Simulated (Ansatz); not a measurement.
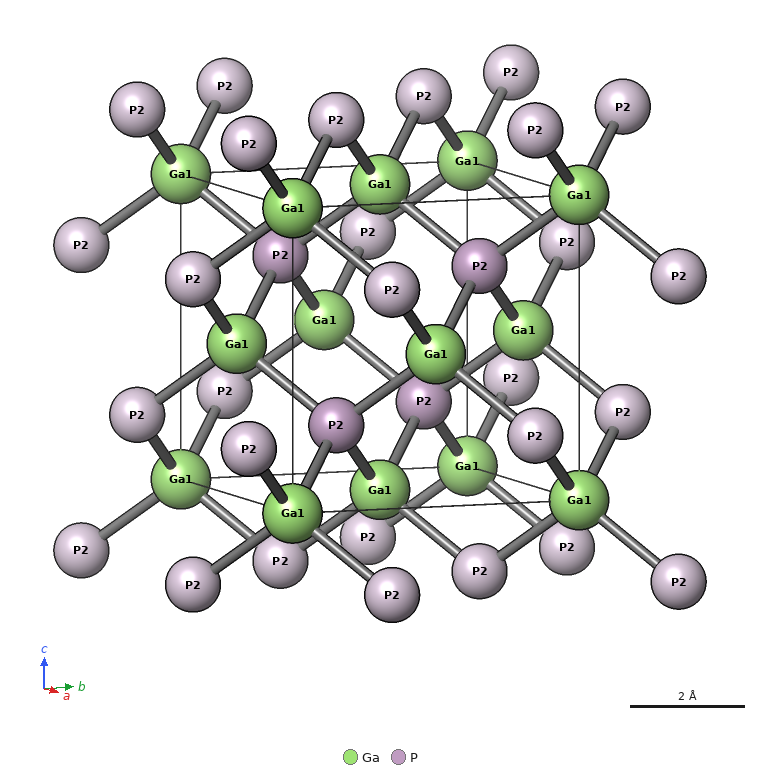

The structure as given in the input (ball-and-stick view of the cell 4 times as large as that of the calculation, set on its symmetry axes, seen slightly off an axis; neighbours outside the cell are drawn fainter; atoms are numbered from 1 in the order of the input). Near neighbours in the crystal (not all of them lie inside the picture): Ga has 4 P at 2.35 Å; P has 4 Ga at 2.35 Å.

## Two runs on GaP

System: GaP (F-43m, 2 atoms in the cell).
Method of the first run: DFT, HSE06, PAW, plane waves (Ansatz 0.2.0).

The structure was built on a prototype by a generator. Text and figures count atoms from 1; the logs count them from 0 in places.

Input, the first run:
```yaml
crystal:
  lattice:
    - [0.000000, 2.719244, 2.719244]
    - [2.719244, 0.000000, 2.719244]
    - [2.719244, 2.719244, 0.000000]
  atoms:
    - { symbol: Ga, position: [0.000000, 0.000000, 0.000000] }
    - { symbol: P, position: [0.250000, 0.250000, 0.250000] }
kpoints:
  mp_grid: { grid: [8, 8, 8] }
  band_path: { path: [VBM, CBM], npoints: 2 }
hamiltonian:
  xc: hse06
scf:
  occupations: { method: fermi_dirac, width: 0.01 }
output:
  forces: true
  eigenvalues: true
  populations: true
```

Hardware: 7 CPU threads, shared host.

Output, shortened to warnings, some set-up lines, iterations and results (the first run):
```
Basis set: ecut = 420 eV, 749 PW (Γ), exchange–correlation on 54×54×54 points (8 copies of the dense FFT grid, shifted against one another)
Symmetry: 24 space group operations
k-points: 29 of 512 (time reversal used)
Initial density: superposition of atomic densities (neutral atoms: chi_scale 0, normalization atom), corrected by the library's trained network
[...]
SCF iter   1: F=—  HF=-4539.541656 eV  |F-HF|=—  |Δ(HF+E_count)|=         —  Δρ=1.62e-3  dr2=1.82e-3  ethr=1.77e-3  ⟨swp⟩=7.0  Hψ=1631  notcnv=0
SCF iter   2: F=-4539.541512 eV  HF=-4539.541528 eV  |F-HF|=1.60e-5  |Δ(HF+E_count)|=   1.28e-4  Δρ=5.69e-4  dr2=1.47e-4  ethr=8.13e-7  ⟨swp⟩=2.9  Hψ=1887  notcnv=0  defer=6
SCF 1 stopped early in 2 iterations: F = -4539.541512 eV  dr2 = 1.47e-4
SCF iter   1: F=—  HF=-4540.614849 eV  |F-HF|=—  |Δ(HF+E_count)|=         —  Δρ=1.28e-2  dr2=2.61e-2  ethr=8.15e-6  ⟨swp⟩=5.6  Hψ=1773  notcnv=0
SCF iter   2: F=—  HF=-4540.601798 eV  |F-HF|=—  |Δ(HF+E_count)|=   1.31e-2  Δρ=2.53e-3  dr2=2.41e-3  ethr=8.15e-6  ⟨swp⟩=4.0  Hψ=1376  notcnv=0
[... 5 lines ...]
SCF 2 stopped early in 7 iterations: F = -4540.608414 eV  dr2 = 1.49e-7
SCF iter   1: F=—  HF=-4540.608285 eV  |F-HF|=—  |Δ(HF+E_count)|=         —  Δρ=4.95e-5  dr2=1.46e-6  ethr=6.22e-7  ⟨swp⟩=3.6  Hψ=880  notcnv=0
SCF iter   2: F=—  HF=-4540.608285 eV  |F-HF|=—  |Δ(HF+E_count)|=   3.54e-8  Δρ=1.69e-5  dr2=1.11e-7  ethr=7.69e-9  ⟨swp⟩=3.9  Hψ=973  notcnv=0
SCF iter   3: F=-4540.608286 eV  HF=-4540.608286 eV  |F-HF|=2.65e-8  |Δ(HF+E_count)|=   5.61e-7  Δρ=1.17e-5  dr2=5.71e-8  ethr=1.62e-10  ⟨swp⟩=4.0  Hψ=1184  notcnv=0
SCF 3 converged in 3 iterations: F = -4540.608286 eV  dr2 = 5.71e-8
  Residual-converged pass: ⟨swp⟩=2.0  Hψ=588  notcnv=0  max |occ|·‖R‖ = 6.4e-6 eV (tolerance 6.7e-6 eV)  dr2=5.70e-8  dr2_onsite=6.28e-9  max |Δocc| = 0.0e0
hybrid outer 2: dexx = +6.116e-7 eV, tail = 1.38e-7 eV, Δε = 2.65e-3 eV (about 2.37e-4 eV left of the loop's levels)
NSCF: frozen V_eff on 16 k-points
NSCF: frozen V_eff on 16 k-points
NSCF: frozen V_eff on 16 k-points
NSCF: frozen V_eff on 13 k-points
NSCF: frozen V_eff on 5 k-points
NSCF: frozen V_eff on 7 k-points
NSCF: frozen V_eff on 7 k-points
NSCF: frozen V_eff on 4 k-points
NSCF: frozen V_eff on 7 k-points
NSCF: frozen V_eff on 5 k-points
NSCF: frozen V_eff on 5 k-points
NSCF: frozen V_eff on 2 k-points
NSCF: frozen V_eff on 3 k-points
hybrid SCF converged: 2 outer / 10 inner (+2 warm-up), last move |dexx| = 6.12e-7 eV, tail = 1.38e-7 eV
Stability not checked: this state was not tested for a lower state beside it, because the functional holds exact exchange (a hybrid, or Hartree-Fock), whose exchange loop this test does not read (fock_operator; see scf.lower_state_search)
Free energy (F): -4540.608286 eV
Harris-Foulkes:  -4540.608286 eV  (|F-HF|=2.65e-8)
Internal energy: -4540.608286 eV  (E = F + TS)
E sigma→0 (E₀):  -4540.608286 eV
Fermi energy:    7.870754 eV
--- Per-component energies (eV) ---
  E_band       = -94.428002
  E_kinetic    = 185.530867
  E_local      = -2199.494025  (includes V_loc(G=0)·N_el)
  E_nonlocal   = 459.948494
  E_hartree    = 1020.858682
  E_xc         = -105.754921
  E_vxc        = -95.967256  (∫ρ·V_xc dr)
  E_exx        = -56.295722  (= α·E_x^exact, valence–valence)
  E_paw        = -2529.893968  (= ΣΔE_a)
  E_vpaw       = -373.571525  (= ΣTr[D̂ρ^β])
  E_aug_tail   = -0.000101  (compensation charges beyond the density's cutoff)
  E_ewald      = -1315.544186
  E_core_change = 0.036594  (= ΣΔE_core)
  E_smearing   = -0.000000  (= −TS)
  E_closure    = 0.000000  (closes the sum)
  Σ components = -4540.608286   (vs F -4540.608286, Δ=0.00e0)
--- Forces (eV/Å), atoms counted from 1 ---
  atom   1  Ga     0.00000000    -0.00000000     0.00000000
  atom   2  P     -0.00000000     0.00000000     0.00000000
  max |Σ_I F_I| component: 1.48e-16 eV/Å
--- Löwdin populations: 2 sites ---
  site symbol       q [e]
     0     Ga     12.9078
     1      P      5.0414
  spilling = 0.002826 (of n_electrons = 18.000000)
```

The input of the second run differs as follows (lines with − go, lines with + come):
```diff
-  xc: hse06
+  xc: pbesol
+  stress: true
```

How does the second run compare with the first run?

The total energies belong to different methods, so their difference says nothing on which is more stable or more accurate. The functional changes from HSE06 to PBEsol. The SCF takes 6 iterations against 12.

Output, shortened to warnings, some set-up lines, iterations and results (the second run):
```
Basis set: ecut = 420 eV, 749 PW (Γ), exchange–correlation on 54×54×54 points (8 copies of the dense FFT grid, shifted against one another)
Symmetry: 24 space group operations
k-points: 29 of 512 (time reversal used)
Initial density: superposition of atomic densities (neutral atoms: chi_scale 0, normalization atom), corrected by the library's trained network
[...]
SCF iter   1: F=—  HF=-4484.059767 eV  |F-HF|=—  |Δ(HF+E_count)|=         —  Δρ=4.45e-3  dr2=1.29e-2  ethr=1.77e-3  ⟨swp⟩=6.7  Hψ=2584  notcnv=0
SCF iter   2: F=—  HF=-4484.054943 eV  |F-HF|=—  |Δ(HF+E_count)|=   4.82e-3  Δρ=1.72e-3  dr2=9.40e-4  ethr=7.19e-5  ⟨swp⟩=3.0  Hψ=862  notcnv=0
SCF iter   3: F=—  HF=-4484.054781 eV  |F-HF|=—  |Δ(HF+E_count)|=   1.62e-4  Δρ=5.03e-4  dr2=1.13e-4  ethr=5.22e-6  ⟨swp⟩=2.6  Hψ=793  notcnv=0
SCF iter   4: F=—  HF=-4484.054752 eV  |F-HF|=—  |Δ(HF+E_count)|=   2.84e-5  Δρ=2.52e-4  dr2=1.74e-5  ethr=6.29e-7  ⟨swp⟩=2.0  Hψ=733  notcnv=0
SCF iter   5: F=—  HF=-4484.054763 eV  |F-HF|=—  |Δ(HF+E_count)|=   1.05e-5  Δρ=3.82e-5  dr2=3.13e-7  ethr=9.66e-8  ⟨swp⟩=2.0  Hψ=469  notcnv=0
SCF iter   6: F=-4484.054763 eV  HF=-4484.054763 eV  |F-HF|=1.19e-8  |Δ(HF+E_count)|=   3.48e-7  Δρ=7.64e-6  dr2=1.23e-8  ethr=5.56e-10  ⟨swp⟩=7.0  Hψ=1986  notcnv=0
SCF 1 converged in 6 iterations: F = -4484.054763 eV  dr2 = 1.23e-8
NSCF: frozen V_eff on 16 k-points
NSCF: frozen V_eff on 16 k-points
NSCF: frozen V_eff on 16 k-points
NSCF: frozen V_eff on 16 k-points
NSCF: frozen V_eff on 1 k-points
NSCF: frozen V_eff on 5 k-points
NSCF: frozen V_eff on 16 k-points
NSCF: frozen V_eff on 11 k-points
NSCF: frozen V_eff on 4 k-points
NSCF: frozen V_eff on 13 k-points
NSCF: frozen V_eff on 6 k-points
NSCF: frozen V_eff on 5 k-points
NSCF: frozen V_eff on 14 k-points
NSCF: frozen V_eff on 10 k-points
NSCF: frozen V_eff on 3 k-points
NSCF: frozen V_eff on 8 k-points
NSCF: frozen V_eff on 7 k-points
NSCF: frozen V_eff on 6 k-points
NSCF: frozen V_eff on 4 k-points
NSCF: frozen V_eff on 4 k-points
NSCF: frozen V_eff on 2 k-points
NSCF: frozen V_eff on 3 k-points
SCF converged after 6 iterations
Free energy (F): -4484.054763 eV
Harris-Foulkes:  -4484.054763 eV  (|F-HF|=1.19e-8)
Internal energy: -4484.054763 eV  (E = F + TS)
E sigma→0 (E₀):  -4484.054763 eV
Fermi energy:    7.826323 eV
--- Per-component energies (eV) ---
  E_band       = -59.095481
  E_kinetic    = 186.297181
  E_local      = -2197.320882  (includes V_loc(G=0)·N_el)
  E_nonlocal   = 460.094840
  E_hartree    = 1014.903922
  E_xc         = -129.760499
  E_vxc        = -119.126405  (∫ρ·V_xc dr)
  E_paw        = -2503.634112  (= ΣΔE_a)
  E_vpaw       = -418.843853  (= ΣTr[D̂ρ^β])
  E_aug_tail   = -0.000101  (compensation charges beyond the density's cutoff)
  E_ewald      = -1315.544186
  E_core_change = 0.909074  (= ΣΔE_core)
  E_smearing   = -0.000000  (= −TS)
  E_closure    = -0.000000  (closes the sum)
  Σ components = -4484.054763   (vs F -4484.054763, Δ=0.00e0)
--- Forces (eV/Å), atoms counted from 1 ---
  atom   1  Ga     0.00000000     0.00000000    -0.00000000
  atom   2  P     -0.00000000     0.00000000     0.00000000
  max |Σ_I F_I| component: 5.55e-17 eV/Å
--- Stress (GPa, compression-positive) ---
       -0.000788       0.000000       0.000000
        0.000000      -0.000788       0.000000
       -0.000000       0.000000      -0.000788
  P = ⅓ Tr σ = -0.0008 GPa (-0.008 kbar)
--- Löwdin populations: 2 sites ---
  site symbol       q [e]
     0     Ga     12.9777
     1      P      4.9724
  spilling = 0.002769 (of n_electrons = 18.000000)
```

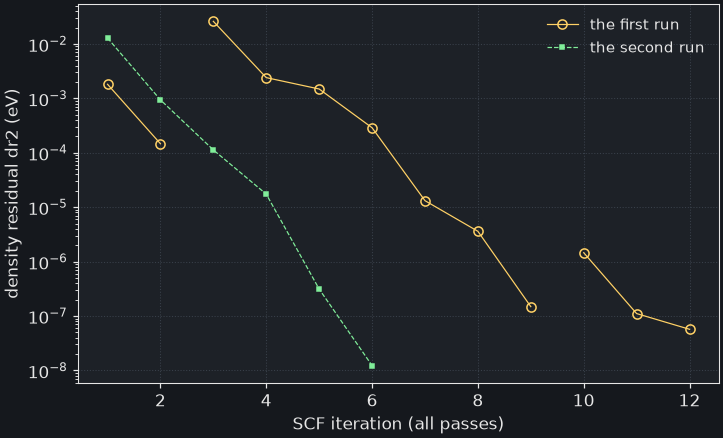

Convergence of the two runs: density residual dr2 against the SCF iteration. A break in a curve parts two SCF passes. The first run takes 12 iterations in all, and the second run takes 6.

The two runs side by side:

| quantity | the first run | the second run |
| --- | --- | --- |
| outcome | converged | converged |
| free energy per atom (eV) | −2270.3041 | −2242.0274 |
| largest force (eV/Å) | 0.000 | 0.000 |
| SCF iterations | 12 | 6 |
| irreducible k-points | 29 | 29 |
| plane waves at Γ | 749 | 749 |
| pressure (GPa) | – | 0.00 |
| wall time (shared host) | 4 min | 1 s |
